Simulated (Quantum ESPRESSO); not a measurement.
**A series of single points on C**

System: C (P6₃/mmc, 4 atoms in the cell).
Method: Kohn-Sham DFT of a periodic cell, PBE, SSSP 1.3 efficiency PBE, no spin polarisation (Quantum ESPRESSO 7.5).

The 7 runs differ only in the geometry, by an even scaling of the cell at fixed fractional positions. The structure derives from an entry of the Crystallography Open Database.

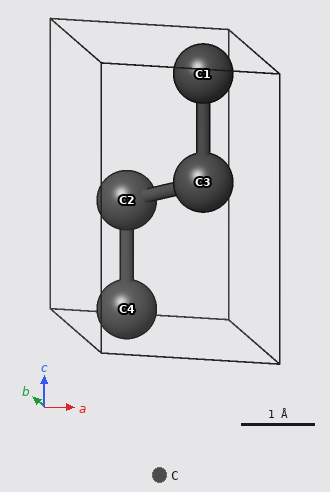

Figure 1. The structure of run 4 (ball-and-stick view of the cell of the calculation, seen slightly off an axis; atoms are numbered from 1 in the order of the input).

### Input of run 4
```
&CONTROL
  calculation = 'scf'
  prefix = 'pwscf'
  outdir = './tmp'
  pseudo_dir = './pseudo'
  tprnfor = .true.
  tstress = .true.
  disk_io = 'nowf'
/
&SYSTEM
  ibrav = 0
  nat = 4
  ntyp = 1
  ecutwfc = 55
  ecutrho = 440
  nbnd = 14
  occupations = 'smearing'
  smearing = 'fd'
  degauss = 0.00367493
/
&ELECTRONS
  conv_thr = 8d-10
  electron_maxstep = 120
  mixing_beta = 0.5
/
ATOMIC_SPECIES
C     12.0110 C.pbe-n-kjpaw_psl.1.0.0.UPF
CELL_PARAMETERS angstrom
   2.5221000000    0.0000000000    0.0000000000
  -1.2610500000    2.1842026709    0.0000000000
   0.0000000000    0.0000000000    4.1186000000
ATOMIC_POSITIONS crystal
C      0.6666666667    0.3333333333    0.9375000000
C      0.3333333333    0.6666666667    0.4375000000
C      0.6666666667    0.3333333333    0.5625000000
C      0.3333333333    0.6666666667    0.0625000000
K_POINTS automatic
12 12 7 0 0 0
```

Command:
```bash
OMP_NUM_THREADS=1 pw.x -in pw.in > pw.out
```

Lattice vectors (Å) and fractional positions of run 4:
```
   2.522100    0.000000    0.000000
  -1.261050    2.184203    0.000000
   0.000000    0.000000    4.118600
C   0.666667  0.333333  0.937500
C   0.333333  0.666667  0.437500
C   0.666667  0.333333  0.562500
C   0.333333  0.666667  0.062500
```

Run 6 differs from it as follows:
```diff
-   2.5221000000    0.0000000000    0.0000000000
-  -1.2610500000    2.1842026709    0.0000000000
-   0.0000000000    0.0000000000    4.1186000000
+   2.5552893324    0.0000000000    0.0000000000
+  -1.2776446662    2.2129454759    0.0000000000
+   0.0000000000    0.0000000000    4.1727983206
```

### Results, with one run withheld

| run | volume per atom (Å³) | free energy per atom, from the lowest run given (meV) | pressure (GPa) | gap on the mesh (eV) |
| --- | --- | --- | --- | --- |
| 1 | 5.332 | 39.31 | 34.41 | 3.18 |
| 2 | 5.445 | 18.77 | 23.07 | 3.25 |
| 3 | 5.559 | 5.90 | 12.75 | 3.32 |
| 4 | 5.672 | 0.00 | 3.35 | 3.39 |
| 5 | 5.786 | 0.45 | −5.20 | 3.45 |
| 6 | 5.899 | ? | ? | ? |
| 7 | 6.012 | 18.18 | −20.08 | 3.57 |

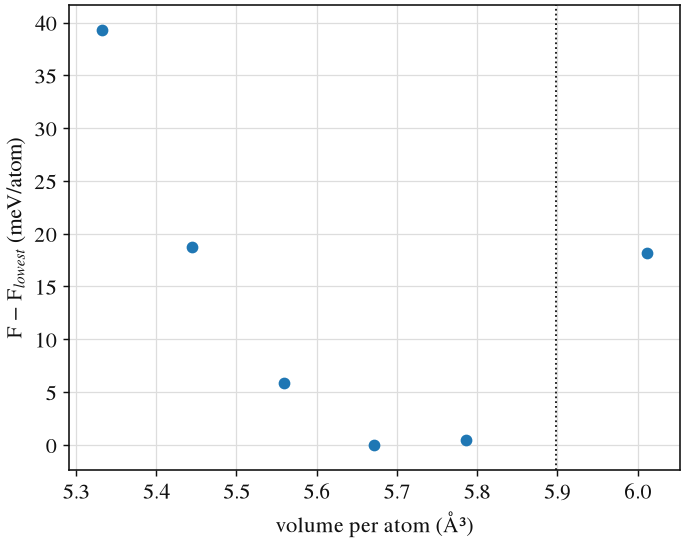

Figure 2. Free energy per atom of the runs given; the dotted line marks run 6.

Estimate the energy of run 6 from the others.

A cubic polynomial in V^(−2/3) (the Birch–Murnaghan form), fitted to the 6 runs given, misses them by at most 0.04 meV per atom. With x = V^(−2/3) − 0.31609 Å⁻², it reads F = 1.5385 + 1221.3 x + 1.7791e+05 x² − 77445 x³ (meV per atom). At run 6 it gives 6.71 meV per atom, and the run itself gives 6.68. The slope of the fit gives a pressure −dF/dV of −12.67 GPa there, and the run prints −12.99 GPa. The two needn't agree exactly: the fit is approximate, and the printed stress is taken on a finite basis. The fit has its minimum at 5.720 Å³ per atom, where V d²F/dV² gives 435 GPa. Cell shape and fractional positions are held, so this is the stiffness under even scaling; the relaxed bulk modulus wasn't computed. The gap on the mesh goes, without turning, from 3.18 eV in run 1 to 3.57 eV in run 7; run 6 has 3.51 eV. These are gaps of this functional on this mesh, which can miss the band edges; they aren't the measured gap.

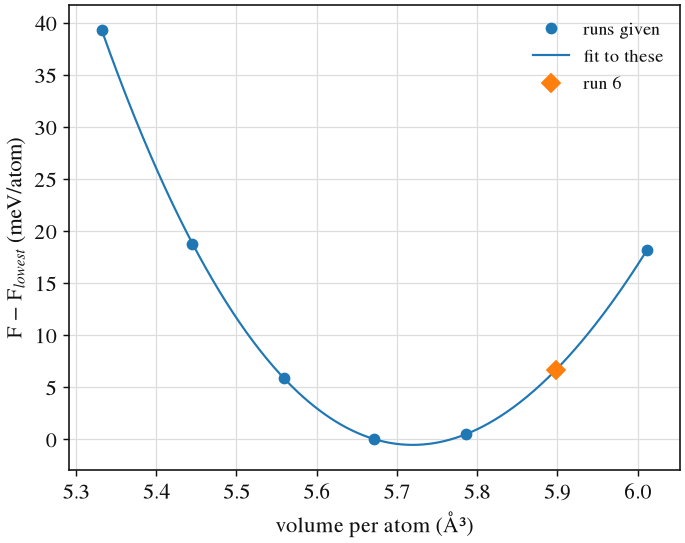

Figure 3. The fit and the withheld run.

### Some lines of the output (run 6)
```
[...]
     unit-cell volume          =     159.2336 (a.u.)^3
     number of k points=    76  Fermi-Dirac smearing, width (Ry)=  0.0037
     total energy              =     -73.72660054 Ry
     total energy              =     -73.72065442 Ry
     total energy              =     -73.72360654 Ry
     total energy              =     -73.72367464 Ry
     total energy              =     -73.72368425 Ry
     total energy              =     -73.72368445 Ry
     the Fermi energy is    14.3119 ev
!    total energy              =     -73.72368447 Ry
     The total energy is F=E-TS. E is the sum of the following terms:
     Computing stress (Cartesian axis) and pressure
          total   stress  (Ry/bohr**3)                   (kbar)     P=     -129.90
```
